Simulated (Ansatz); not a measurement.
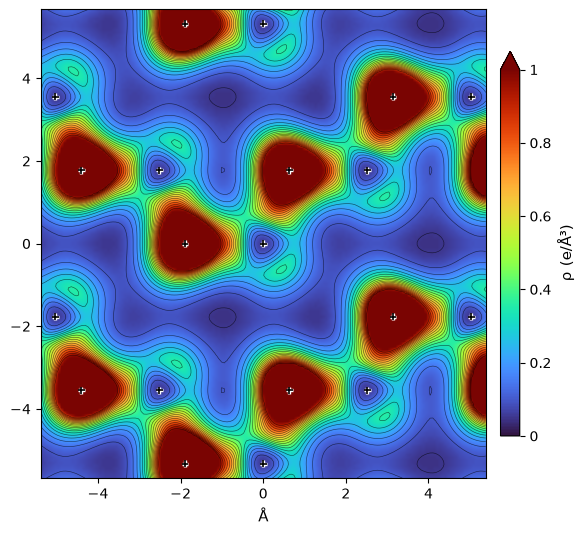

The valence charge density (pseudo) on a plane through atoms (crosses mark nuclei in the plane).

Method: DFT PBE, plane waves, PAW (Ansatz).

Candidates:
A. BaZrO$_{3}$, a = 4.19 Å, b = 4.19 Å, c = 4.19 Å, α = 90.00°, β = 90.00°, γ = 90.00°. Space group Pm-3m.
B. SiC, a = 3.08 Å, b = 3.08 Å, c = 10.07 Å, α = 90.00°, β = 90.00°, γ = 120.00°. Space group P6₃mc; a structure from a database of computed crystals, not necessarily the ambient phase.
C. Pt, a = 3.92 Å, b = 3.92 Å, c = 3.92 Å, α = 90.00°, β = 90.00°, γ = 90.00°. Space group Fm-3m.

### Which candidate gave the map?

Candidate B: SiC on the (110) plane of the conventional cell, which holds Si and C. Si–C (1.88 Å): ρ at the midpoint is about 0.89 e/Å³.
